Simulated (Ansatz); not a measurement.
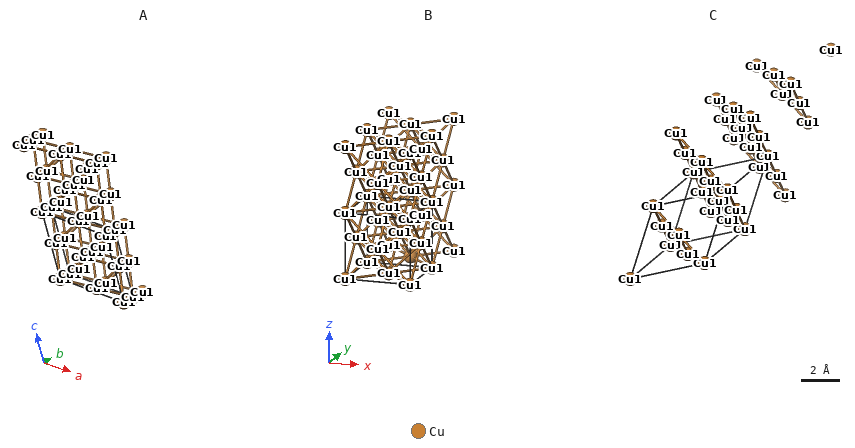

Crystalline Cu (Fm-3m): the ratio of the cell's length along [111] to its lengths across, counted as 1 for the reference, is changed at fixed volume (a trigonal path), with the atoms kept at their fractional coordinates. x, y and z are the Cartesian axes of the input. Style: ball-and-stick. Shown: the conventional cell (4 times the calculation's cell), repeated 1 × 2 × 2 with one cell outlined, slightly off an axis. Lengths and directions refer to the drawn axes.

All numbers below come from Ansatz 0.2.0, DFT PBEsol, scalar-relativistic, plane waves, PAW. Set-up: plane-wave cutoff 420 eV; k-point mesh 24 × 24 × 24; occupations gaussian; smearing width 0.15 eV; no spin polarisation. Energies (free energies at the smearing named) are counted from the cell as listed in its source, which wasn't relaxed.

**Order these geometries by energy, lowest first.**

Lowest first: B (the relative ratio 1.00, 0 meV/atom), A (the relative ratio 0.50, 586 meV/atom), C (the relative ratio 2.00, 2247 meV/atom). Over the whole scan: the lowest computed point lies at the relative ratio 1.00 (0 meV/atom). At the ends of the scan the energy is 586 meV/atom (0.50) and 2247 meV/atom (2.00). The unrelaxed reference is under a pressure of −6.5 GPa. The distortion takes the space group from Fm-3m to R-3m, except for Pm-3m at 0.50. At the relative ratio 2.00 the cell of the drawing goes a 3.615 → 4.058 Å, b 3.615 → 4.058 Å, c 3.615 → 4.058 Å, α 90.0° → 60.0°, β 90.0° → 60.0°, γ 90.0° → 60.0°.
